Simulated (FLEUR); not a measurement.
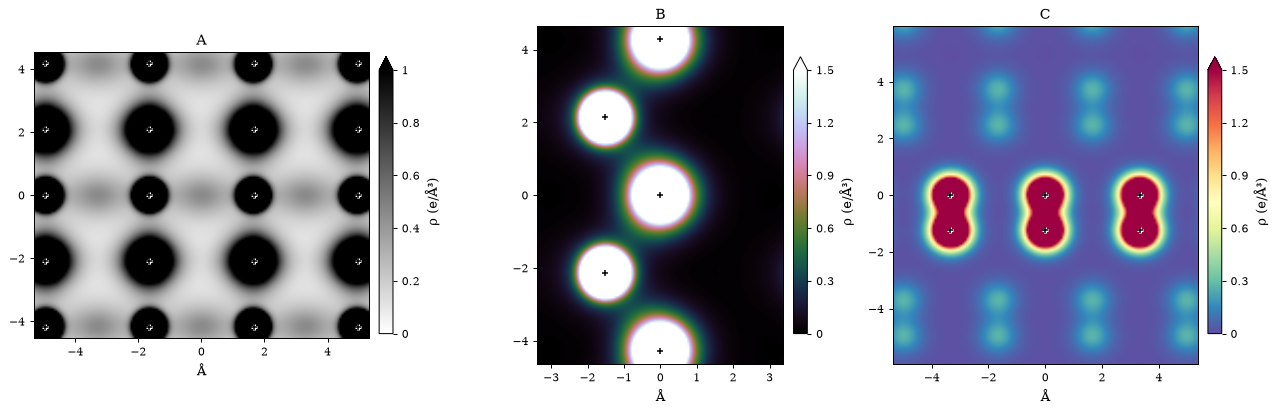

The total electron density of 3 systems, each on a plane through atoms (crosses mark nuclei in the plane).

Level of theory: FLEUR, Kohn-Sham DFT of a periodic cell, PBE, all-electron.

System 1: O, the (100) plane of the conventional cell. Space group R-3m; a structure from a database of computed crystals, not necessarily the ambient phase; not relaxed (largest force 0.3 eV/Å).

```yaml
crystal:
  lattice:
    - [3.34990, 0.00000, 0.00000]
    - [-1.67495, 2.90109, 0.00000]
    - [0.00000, 0.00000, 11.19600]
  atoms:
    - { symbol: O, position: [0.00000, 0.00000, 0.05461] }
    - { symbol: O, position: [0.66667, 0.33333, 0.38795] }
    - { symbol: O, position: [0.33333, 0.66667, 0.72128] }
    - { symbol: O, position: [0.66667, 0.33333, 0.27872] }
    - { symbol: O, position: [0.33333, 0.66667, 0.61205] }
    - { symbol: O, position: [0.00000, 0.00000, 0.94539] }
```

System 2: CuI, the (011) plane of the conventional cell. Space group F-43m.

```yaml
crystal:
  lattice:
    - [6.06300, 0.00000, 0.00000]
    - [0.00000, 0.00000, -6.06300]
    - [0.00000, 6.06300, 0.00000]
  atoms:
    - { symbol: I, position: [0.50000, 0.50000, 0.00000] }
    - { symbol: I, position: [0.00000, 0.50000, 0.50000] }
    - { symbol: I, position: [0.00000, 0.00000, 0.00000] }
    - { symbol: I, position: [0.50000, 0.00000, 0.50000] }
    - { symbol: Cu, position: [0.75000, 0.75000, 0.25000] }
    - { symbol: Cu, position: [0.25000, 0.75000, 0.75000] }
    - { symbol: Cu, position: [0.25000, 0.25000, 0.25000] }
    - { symbol: Cu, position: [0.75000, 0.25000, 0.75000] }
```

System 3: AlN, the (010) plane of the conventional cell. Space group P6₃/mmc; a structure from a database of computed crystals, not necessarily the ambient phase.

Q: Match each panel to its system.

A: Panel A is system 3, AlN: the plane holds Al and N. Al–N (2.09 Å): ρ at the midpoint is about 0.46 e/Å³. Panel B is system 2, CuI: the plane holds I and Cu. Cu–I (2.63 Å): ρ at the midpoint is about 0.41 e/Å³, with its minimum of 0.36 e/Å³ about 1.1 Å from Cu. Panel C is system 1, O: the plane holds O. O–O (1.22 Å): ρ at the midpoint is about 3.6 e/Å³.
